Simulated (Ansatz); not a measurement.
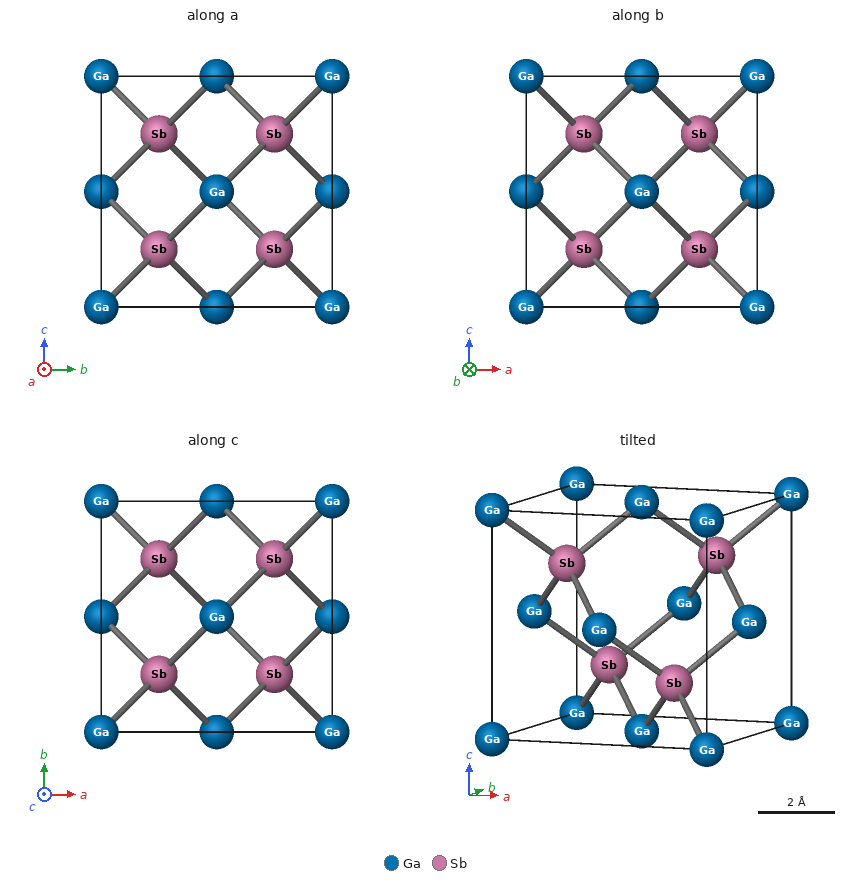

This ball-and-stick model is shown along the a axis, along the b axis, along the c axis and slightly off an axis. One conventional unit cell is framed, with atoms on its boundary repeated.

Lattice parameters: a = 6.1039 Å, b = 6.1039 Å, c = 6.1039 Å, α = 90.000°, β = 90.000°, γ = 90.000°.

### Convert the drawing into a CIF in P1 with every atom of the cell.

```cif
data_structure
_symmetry_space_group_name_H-M 'P 1'
_symmetry_Int_Tables_number 1
_cell_length_a 6.1039
_cell_length_b 6.1039
_cell_length_c 6.1039
_cell_angle_alpha 90.000
_cell_angle_beta 90.000
_cell_angle_gamma 90.000
_cell_volume 227.41
loop_
_atom_site_label
_atom_site_type_symbol
_atom_site_fract_x
_atom_site_fract_y
_atom_site_fract_z
_atom_site_occupancy
Ga1 Ga 0.0000 0.0000 0.0000 1
Sb1 Sb 0.2500 0.2500 0.7500 1
Ga2 Ga 0.0000 0.5000 0.5000 1
Sb2 Sb 0.2500 0.7500 0.2500 1
Ga3 Ga 0.5000 0.0000 0.5000 1
Sb3 Sb 0.7500 0.2500 0.2500 1
Ga4 Ga 0.5000 0.5000 0.0000 1
Sb4 Sb 0.7500 0.7500 0.7500 1
```

Provenance: a structure type filled with these elements by a generator (whether the compound takes this form wasn't checked). Earlier steps of the study may have refined or changed the cell and positions. It went into a calculation with Ansatz.
